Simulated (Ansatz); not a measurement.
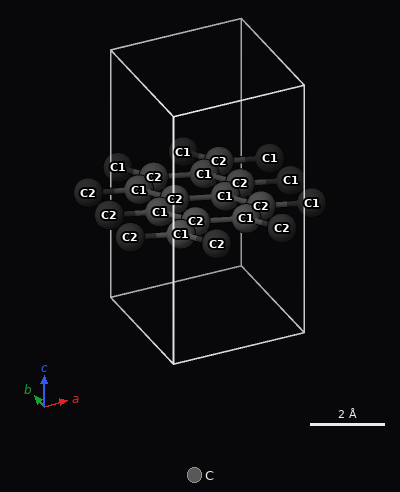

Figure 1. The structure (ball-and-stick view of the 2 × 3 repeat of the cell, with the vacuum cut short, seen slightly off an axis; neighbours outside the cell are drawn fainter; atoms are numbered from 1 in the order of the input). Near neighbours in the crystal (not all of them lie inside the picture): C has 3 C at 1.42 Å.

# Band-structure calculation of C

The run: band-structure calculation of C (slab, 2 atoms in the cell). Method and program: DFT HSE06+D3(BJ), scalar-relativistic, plane waves, PAW, no spin polarisation (Ansatz 0.2.0).

The structure derives from a Materials Project entry. Figures and captions count atoms from 1; the log counts them from 0 in places.

## Input file
```yaml
crystal:
  lattice:
    - [2.4656963727, -7.7607e-06, 0.0]
    - [1.2328554414, 2.1353515081, 0.0]
    - [0.0, 0.0, 26.0015393195]
  atoms:
    - { symbol: C, position: [0.1656234898, 0.1656234898, 0.5000002658] }
    - { symbol: C, position: [0.4989568488, 0.4989568488, 0.4999997342] }
  periodic: [true, true, false]
basis:
  ecutwfc: 420
kpoints:
  mp_grid: { grid: [12, 12, 1] }
  band_path:
    path:
      - [0, 0, 0]
      - [0.5, 0, 0]
      - [0.6666666666667, 0.3333333333333, 0]
      - [0, 0, 0]
    npoints: 3
hamiltonian:
  xc: hse06
  dispersion: d3bj
scf:
  occupations: { method: gaussian, width: 0.1 }
output:
  forces: true
  stress: true
  eigenvalues: true
  populations: true
```

Command:
```bash
ansatz run input.yaml --threads 1 --pin off --max-ram 3072MiB --backend cpu --events-out ev --progress --plain --runs-dir out
```

## Output
```
Warning: the atoms were moved onto the symmetric positions of the space group found under crystal.symmetry.tolerance 1.0e-5 (fractional; no operation is sought that the atoms, as they stand in a round, miss by more than twice it, and no atom is moved by as much as it), and the run uses the moved positions. Before a round's move an operation carried an atom to 1.38e-5 Å from where it should land, the largest such distance. Atom 0 (counting from 0) moved farthest, by 6.91e-6 Å; the longest move in fractions of the cell, of whichever atom, is 0.02 of the tolerance, in 1 round. To run the atoms as typed, lower crystal.symmetry.tolerance until the operations that they miss are no longer found, or set crystal.symmetry.detect: false (a key that needs symmetry detection or time reversal refuses this as the deck is read). The positions used, in the order of the run's atom list: position: [0.16562350263333334, 0.16562350263333334, 0.5]; position: [0.4989568359666667, 0.4989568359666667, 0.5]; The lattice was moved too: crystal.lattice misses the space group found at crystal.symmetry.tolerance 1.0e-5 in a digit that the deck types, which is why this is a warning: making the lattice exact moves one of its numbers by a whole unit of that number's last typed decimal, or more. The operation that it misses by the most changes a squared length by the fraction 5.00e-7. The run uses the lattice that is a stretch of the typed one, with no rotation, onto the one that keeps every operation to a double's rounding (on a very oblique basis the stretch itself rounds by more); the deck's lattice vector that moved farthest moved by 3.56e-7 Å. To run the lattice as typed, set crystal.symmetry.detect: false, as for the atoms. crystal.lattice made exact, in Å and degrees: [[2.465696194687151, -8.069055070432042e-6, 0.0], [1.2328550853502511, 2.1353515080861585, 0.0], [0.0, 0.0, 26.0015393195]]. Pasted over the deck's crystal.lattice, beside positions in fractional coordinates, it runs the same cell (given as lengths and angles, that cell in the form's own orientation, a rigid turn of the misfit's size from the one run here, for which a checkpoint.post_process_only pass over this run's state can be refused: where this run relaxes nothing, give such a pass this deck's own crystal.lattice, as typed; behind a relaxation, as crystal.lattice, the state's own cell, identity.cell in its checkpoint.json), and a matrix so pasted ends this notice, except on a very skew basis of the lattice, where the rounding of the pasted numbers themselves can read as a misfit: the cell is then moved again, and that move is told again. The lattice as run is in this notice's lattice.as_run_ang field (Run.prep()["deck_notices"] in Python, the deck_notice line of an events file, deck_notices of ansatz run --dry-run=json, or deck_notices in record.json in the deck's checkpoint.write directory).
Warning: output.stress: scf.convergence.dr2_threshold = 1e-7 eV (the SCF's general default) is looser than the 2e-10 eV advised for a printed stress (1e-10 eV for each atom of the cell: 2). What an SCF threshold leaves in a stress goes as its square root, and in the free energy as the threshold itself, and one threshold admits the most on a small cell: of the crystals measured, under no hybrid functional and no lock of the moments, on runs that ended without the residual-converged pass, on stresses that held no estimate of that error, the worst erred by over 100 MPa in a component at 1e-7 eV an atom and by under 5 at 1e-10. Set scf.convergence.dr2_threshold to 2e-10 eV or tighter. The threshold is an SCF's pass mark: one that does not reach it within its budget of iterations ends unconverged, or closes short of it on a stop that the run arms, and scf.convergence.dr2_threshold's page says what that costs each kind of run
Warning: output.stress: scf.exx.energy_threshold = 1e-6 eV is looser than the 2e-8 eV advised for a stress under a hybrid functional (1e-8 eV for each atom of the cell: 2). Every SCF of the exchange loop can meet its threshold on dr2 while the loop round them stops early: no threshold on dr2 bounds what that leaves in the stress. Set scf.exx.energy_threshold to 2e-8 eV or tighter. The threshold is the loop's pass mark: a loop that does not reach it within its budget of cycles ends unconverged, and scf.exx.energy_threshold's page has the law
Engine: ansatz 0.2.0, x86_64-unknown-linux-gnu
Pseudopotentials: kind: paw
Pseudopotential: C, paw, valence charge 4, recommended cutoff 420 eV (normal), C.paw.azcp
Functional definition: HSE06
  parameter a = 0.25
  parameter omega = 0.11/bohr
  exchange = pbe_x - a*pbe_x_sr(omega) + a*exact_x_sr(omega)
  correlation = pbe_c
Crystal: 2 atoms, lattice volume = 136.902 Å³
Basis set: ecut = 420 eV, 2577 PW (Γ), exchange–correlation on 36×36×360 points (8 copies of the dense FFT grid, shifted against one another)
Bands: 8, of which v1, the nominal top of the filled ones, is band 4 counted from 1 (3 counted from 0)
Symmetry: 24 space group operations
Space group: P6/mmm (ITA 191), of the structure as read, at distance tolerance 5.2e-5 Å
k-points: 19 of 144
Non-local potential: C, projectors of the file, l = 0: 2, l = 1: 2, l = 2: 1
PAW form: soft (Blöchl's): semilocal exchange-correlation on the pseudo side does not see the compensation charge
PAW frozen core: C, regenerated for the run's functional, and the local potential with it (the file was generated under x = pbe(κ = 0.804, μ = 0.2195149727645171), c = pbe(β = 0.06672455060314922))
PAW one-centre angular grid: C, 110 points (default); XC on 64 Gauss nodes
Initial density: superposition of atomic densities (neutral atoms: chi_scale 0, normalization atom), corrected by the library's trained network
Initial wavefunctions: pseudopotential atomic-orbital guess
Functional: x = pbe(κ = 0.804, μ = 0.2195149727645171), c = pbe(β = 0.06672455060314922), warm-up for x = pbe(κ = 0.804, μ = 0.2195149727645171) + 0.25 (exact − pbe) at short range (hse, ω = 0.20786987370883472 Å⁻¹), c = pbe(β = 0.06672455060314922); HSE06 as pw.x's `hse` composes it (authors' and Libxc's form: `xc: wpbeh`)
SCF iter   1: F=—  HF=-502.021450 eV  |F-HF|=—  |Δ(HF+E_count)|=         —  Δρ=1.59e-3  dr2=2.95e-3  ethr=1.77e-3  ⟨swp⟩=16.5  Hψ=1198  notcnv=3
preconditioner: auto → none  [metal: Δε(μ)=0.000 eV  Ē_g=16.250 eV  σ=0.100 eV  W_gap=0.00  n_scr=14 (ndim 8)  ℏωp=9.0 eV  f_vac=0.828  D(μ)=0.31/eV (n_scr^D=4)  sad-step TF]
SCF iter   2: F=—  HF=-502.021448 eV  |F-HF|=—  |Δ(HF+E_count)|=   2.12e-6  Δρ=8.49e-4  dr2=1.08e-3  ethr=3.69e-5  ⟨swp⟩=4.0  Hψ=356  notcnv=0  defer=7
iter 3 solved again at ethr=1.83e-7 eV; its pass at ethr=1.35e-5 eV (dr2=1.47e-5 eV) is discarded
SCF iter   3: F=—  HF=-502.021342 eV  |F-HF|=—  |Δ(HF+E_count)|=   1.06e-4  Δρ=1.19e-4  dr2=1.50e-5  ethr=1.83e-7  ⟨swp⟩=3.3  Hψ=743  notcnv=0  defer=9
SCF iter   4: F=—  HF=-502.021396 eV  |F-HF|=—  |Δ(HF+E_count)|=   5.32e-5  Δρ=1.51e-5  dr2=2.60e-7  ethr=1.83e-7  ⟨swp⟩=4.1  Hψ=372  notcnv=0  defer=9
SCF iter   5: F=—  HF=-502.021403 eV  |F-HF|=—  |Δ(HF+E_count)|=   6.94e-6  Δρ=2.75e-6  dr2=5.45e-9  ethr=3.25e-9  ⟨swp⟩=3.6  Hψ=365  notcnv=0  defer=8
SCF iter   6: F=-502.021403 eV  HF=-502.021403 eV  |F-HF|=9.13e-10  |Δ(HF+E_count)|=   1.10e-7  Δρ=1.41e-7  dr2=2.29e-11  ethr=6.81e-11  ⟨swp⟩=3.5  Hψ=328  notcnv=0
SCF 1 converged in 6 iterations: F = -502.021403 eV  dr2 = 2.29e-11
  greatest PAW one-centre occupation: 0.672 electrons in one spin orbital (limit 2), on the C atom at site 1 (counted from 0), in its partial waves of l = 0
Initial density: handed on by an earlier stage of this run
Initial wavefunctions: those handed on with the density
Functional: x = pbe(κ = 0.804, μ = 0.2195149727645171) + 0.25 (exact − pbe) at short range (hse, ω = 0.20786987370883472 Å⁻¹), c = pbe(β = 0.06672455060314922); HSE06 as pw.x's `hse` composes it (authors' and Libxc's form: `xc: wpbeh`)
Exchange kernel: α = 0.2500, screened, ω = 0.2079 Å⁻¹, Wigner–Seitz truncation, v(0) = 1046.9141 eV·Å³, q-mesh 12×12×1, nearest image of the exchange supercell L = 26.00 Å, pair-density grid 15×15×180, without the augmentation charges, whose exchange is taken in its separable form by FFT convolution over the k-point mesh (the finest that the files' search goes to), smooth part of the exact exchange by density-matrix convolution
Frozen-core exchange: fock
iter 1 solved again at ethr=7.24e-5 eV; its pass at ethr=1.00e-1 eV (dr2=5.79e-3 eV) is discarded
SCF iter   1: F=—  HF=-502.022756 eV  |F-HF|=—  |Δ(HF+E_count)|=         —  Δρ=3.01e-3  dr2=6.64e-3  ethr=7.24e-5  ⟨swp⟩=10.0  Hψ=1029  notcnv=1
preconditioner: auto → none  [metal: Δε(μ)=0.000 eV  Ē_g=17.888 eV  σ=0.100 eV  W_gap=0.00  n_scr=14 (ndim 8)  ℏωp=9.0 eV  f_vac=0.834  D(μ)=0.31/eV (n_scr^D=4)]
SCF iter   2: F=—  HF=-502.020123 eV  |F-HF|=—  |Δ(HF+E_count)|=   2.63e-3  Δρ=1.16e-3  dr2=7.13e-4  ethr=7.24e-5  ⟨swp⟩=3.0  Hψ=249  notcnv=0
SCF iter   3: F=—  HF=-502.021448 eV  |F-HF|=—  |Δ(HF+E_count)|=   1.32e-3  Δρ=3.69e-4  dr2=5.41e-5  ethr=8.14e-6  ⟨swp⟩=2.9  Hψ=264  notcnv=0
SCF iter   4: F=—  HF=-502.021428 eV  |F-HF|=—  |Δ(HF+E_count)|=   1.99e-5  Δρ=8.77e-5  dr2=4.14e-6  ethr=6.61e-7  ⟨swp⟩=2.1  Hψ=234  notcnv=0  defer=1
SCF iter   5: F=-502.021427 eV  HF=-502.021427 eV  |F-HF|=4.09e-8  |Δ(HF+E_count)|=   8.10e-7  Δρ=6.46e-6  dr2=1.55e-6  ethr=3.67e-8  ⟨swp⟩=3.9  Hψ=404  notcnv=0  defer=9
SCF 2 stopped early in 5 iterations: F = -502.021427 eV  dr2 = 1.55e-6
  greatest PAW one-centre occupation: 0.675 electrons in one spin orbital (limit 2), on the C atom at site 1 (counted from 0), in its partial waves of l = 0
hybrid outer 1: dexx = +1.788e-3 eV, tail = 1.14e-5 eV
Exchange kernel: α = 0.2500, screened, ω = 0.2079 Å⁻¹, Wigner–Seitz truncation, v(0) = 1046.9141 eV·Å³, q-mesh 12×12×1, nearest image of the exchange supercell L = 26.00 Å, pair-density grid 15×15×180, without the augmentation charges, whose exchange is taken in its separable form by FFT convolution over the k-point mesh (the finest that the files' search goes to), smooth part of the exact exchange by density-matrix convolution
Frozen-core exchange: fock
SCF iter   1: F=—  HF=-502.021503 eV  |F-HF|=—  |Δ(HF+E_count)|=         —  Δρ=2.92e-5  dr2=3.71e-7  ethr=7.14e-7  ⟨swp⟩=8.3  Hψ=574  notcnv=1
preconditioner: auto → none  [metal: Δε(μ)=0.000 eV  Ē_g=17.996 eV  σ=0.100 eV  W_gap=0.00  n_scr=14 (ndim 8)  ℏωp=9.0 eV  f_vac=0.834  D(μ)=0.31/eV (n_scr^D=4)]
SCF iter   2: F=—  HF=-502.021503 eV  |F-HF|=—  |Δ(HF+E_count)|=   5.24e-8  Δρ=5.37e-6  dr2=2.66e-8  ethr=4.21e-9  ⟨swp⟩=3.0  Hψ=293  notcnv=0
SCF iter   3: F=-502.021503 eV  HF=-502.021503 eV  |F-HF|=5.34e-10  |Δ(HF+E_count)|=   2.53e-7  Δρ=1.70e-6  dr2=2.26e-9  ethr=1.26e-10  ⟨swp⟩=4.7  Hψ=501  notcnv=0  defer=12
SCF 3 converged in 3 iterations: F = -502.021503 eV  dr2 = 2.26e-9
  Residual-converged pass: ⟨swp⟩=3.7  Hψ=319  notcnv=0  max |occ|·‖R‖ = 2.3e-6 eV (tolerance 2.4e-6 eV)  dr2=2.24e-9  dr2_onsite=1.14e-11  max |Δocc| = 5.0e-14
```

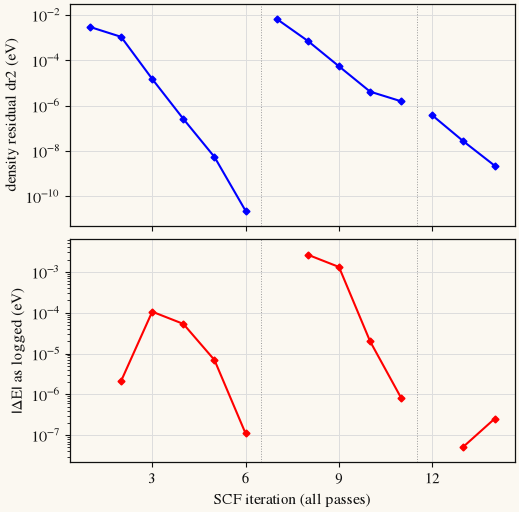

Figure 2. Convergence of the self-consistent field: density residual dr2 and size of the energy change against the SCF iteration. The run starts with a semilocal functional; after that each stretch between dotted lines is one SCF of the hybrid functional between two exact rebuilds of the exchange operator by the outer loop. Early passes are stopped at a loose threshold. The passes take 6, 5 and 3 iterations.

```
hybrid outer 2: dexx = +3.563e-7 eV, tail = 8.78e-9 eV, Δε = 3.31e-3 eV (about 9.77e-5 eV left of the loop's levels)
NSCF: frozen V_eff on 10 k-points
hybrid SCF converged: 2 outer / 8 inner (+6 warm-up), last move |dexx| = 3.56e-7 eV, tail = 8.78e-9 eV
Stability not checked: this state was not tested for a lower state beside it, because the functional holds exact exchange (a hybrid, or Hartree-Fock), whose exchange loop this test does not read (fock_operator; see scf.lower_state_search)
Free energy (F): -502.021503 eV
Frozen-core exchange: fock
Harris-Foulkes:  -502.021503 eV  (|F-HF|=5.34e-10)
Internal energy: -502.019936 eV  (E = F + TS)
E sigma→0 (E₀):  -502.020719 eV
Entropy (-TS):   -0.001567 eV (-0.784 meV/atom)
Fermi energy:    -4.326989 eV
--- Per-component energies (eV) ---
  E_band       = -119.523120
  E_kinetic    = 180.968506
  E_local      = -6746.623950  (includes V_loc(G=0)·N_el)
  E_nonlocal   = 53.551003
  E_hartree    = 3267.961531
  E_xc         = -77.579382
  E_vxc        = -95.079702  (∫ρ·V_xc dr)
  E_exx        = -17.936690  (= α·E_x^exact, valence–valence)
  E_paw        = -198.841397  (= ΣΔE_a)
  E_vpaw       = -12.388579  (= ΣTr[D̂ρ^β])
  E_aug_tail   = 0.000014  (compensation charges beyond the density's cutoff)
  E_ewald      = 3036.657747
  E_disp       = -0.142882  (pairwise vdW)
  E_core_change = -0.034436  (= ΣΔE_core)
  E_smearing   = -0.001567  (= −TS)
  E_closure    = -0.000000  (closes the sum)
  Σ components = -502.021503   (vs F -502.021503, Δ=-1.71e-13)
--- Forces (eV/Å), atoms counted from 1 ---
  atom   1  C     -0.00000000    -0.00000000     0.00000000
  atom   2  C     -0.00000000     0.00000000     0.00000000
  max |Σ_I F_I| component: 1.67e-16 eV/Å
--- 2D stress c σ (N/m, compression-positive) ---
       -2.904898       0.000000       0.000000
       -0.000000      -2.904898       0.000000
        0.000000       0.000000       0.000000
  P = ½ c Tr σ = -2.9049 N/m
--- Band table (eV; the first three rows and the last of 19) ---
  k-point 0: bands = ["-26.3946", "-13.1934", "-8.3599", "-8.3599", "-0.8215", "-0.1334", "0.3957", "0.6147"]
  k-point 1: bands = ["-26.2159", "-12.9735", "-9.0633", "-8.7211", "-0.5966", "0.0936", "0.6241", "0.8424"]
  k-point 2: bands = ["-25.6816", "-12.3177", "-10.8451", "-9.5747", "0.0783", "0.7740", "1.3091", "1.5249"]
  k-point 18: bands = ["-18.8577", "-18.8577", "-16.4548", "-4.3270", "-4.3270", "6.7750", "9.2622", "9.2622"]
  the weakly bound empty levels are not read free of the cell's end (exact_exchange)
--- Löwdin populations: 2 sites ---
  site symbol       q [e]
     0      C      3.9569
     1      C      3.9569
  spilling = 0.010770 (of n_electrons = 8.000000)
```

## File populations.tsv
```
# site	symbol	l	j	q
# orbitals = lowdin
# n_electrons = 8.000000
# spilling = 0.010770
0	C	0_2S	-	0.907184
0	C	1_2P	-	3.049736
1	C	0_2S	-	0.907184
1	C	1_2P	-	3.049736
```

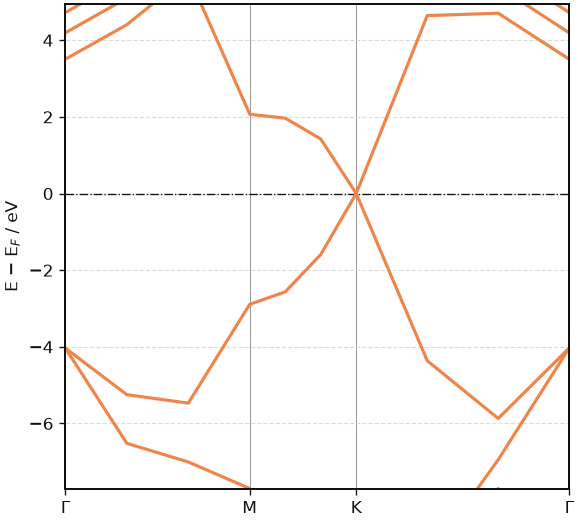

Figure 3. Band structure along Γ–M–K–Γ, with energies from the Fermi level.

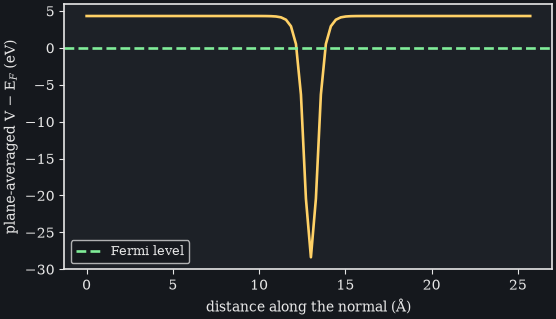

Figure 4. Plane average of the electrostatic potential energy of an electron across the cell, from the Fermi level. The vacuum level lies 4.33 eV above the Fermi level.

## Summary

```json
{"quantity": "outcome", "value": "converged"}
{"quantity": "electrons treated", "value": "8"}
{"quantity": "free energy", "value": "−502.0215 eV"}
{"quantity": "work function, top face", "value": "4.33 eV"}
{"quantity": "work function, bottom face", "value": "4.33 eV"}
{"quantity": "Fermi energy", "value": "−4.327 eV"}
{"quantity": "gap on the k-point mesh", "value": "none (metallic)"}
{"quantity": "gap on the band path", "value": "1.42 eV"}
{"quantity": "work function (upper face)", "value": "4.33 eV"}
{"quantity": "largest force (length of the vector)", "value": "under 0.001 eV/Å"}
{"quantity": "hardware", "value": "1 thread of an x86-64 CPU, shared host"}
{"quantity": "wall time", "value": "2.1 min"}
{"quantity": "peak memory", "value": "2.4 GiB"}
```

## Notes

Warnings of the run: the exchange loop's threshold is looser than advised for the stress; the SCF threshold is looser than advised for the printed stress; the structure was made exactly symmetric.
